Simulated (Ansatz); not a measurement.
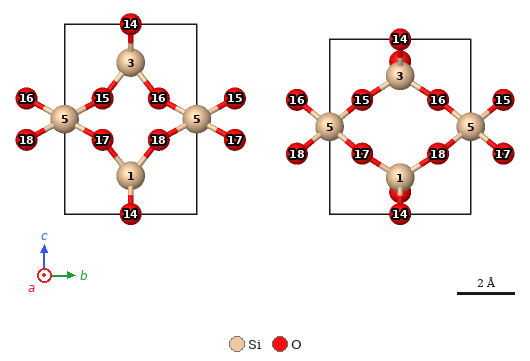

Two geometries of a crystal of SiO2 (a generated structure, set up in Pmma) (coarse preliminary run), drawn at one scale. One is the start of a relaxation, the other its converged end. The picture is a ball-and-stick view of the cell of the calculation, seen along the a axis.

All numbers below come from DFT PBE, scalar-relativistic, plane waves, PAW (Ansatz). Set-up: plane-wave cutoff 420 eV; k-point mesh 2 × 4 × 4; occupations gaussian; smearing width 0.1 eV; no spin polarisation; cell and atoms relaxed; force threshold 0.04 eV/Å; at most 70 steps.

> Which of the two is the end point?

The right one is the relaxed one. The energy falls by 15.861 eV per cell of the calculation in 11 accepted moves (15 points after the start). The largest force component goes from 7.4 to 0.02 eV/Å. Pressure: 15.63 GPa at the start and −0.02 GPa at the end. The line search rejected the trial steps at points 8, 10 of the run. The SCF was repeated twice at an unchanged geometry on a basis and grid sized afresh for the cell, which shifted the energy by 67.1 meV per cell of the calculation at most. The largest moves relative to the cell, 0.46 Å, are those of O atoms. By element the largest moves are O 0.46 Å, Si 0.10 Å. The drawn cell changes as follows: a 9.799 → 10.058 Å (+2.6 %), b 4.709 → 5.027 Å (+6.8 %), c 6.757 → 6.216 Å (−8.0 %); the volume changes by +0.8 %. Among the contacts that change: O–O 1.846 → 2.382 Å, O–Si 1.598 → 1.630 Å, O–Si 1.650 → 1.619 Å, O–Si 1.639 → 1.665 Å. Bond angles that change, for instance: O–Si–O 74.6° → 113.1°, Si–O–Si 179.3° → 143.3°, O–Si–O 111.5° → 88.7°. The space group stays Pmma (No. 51).
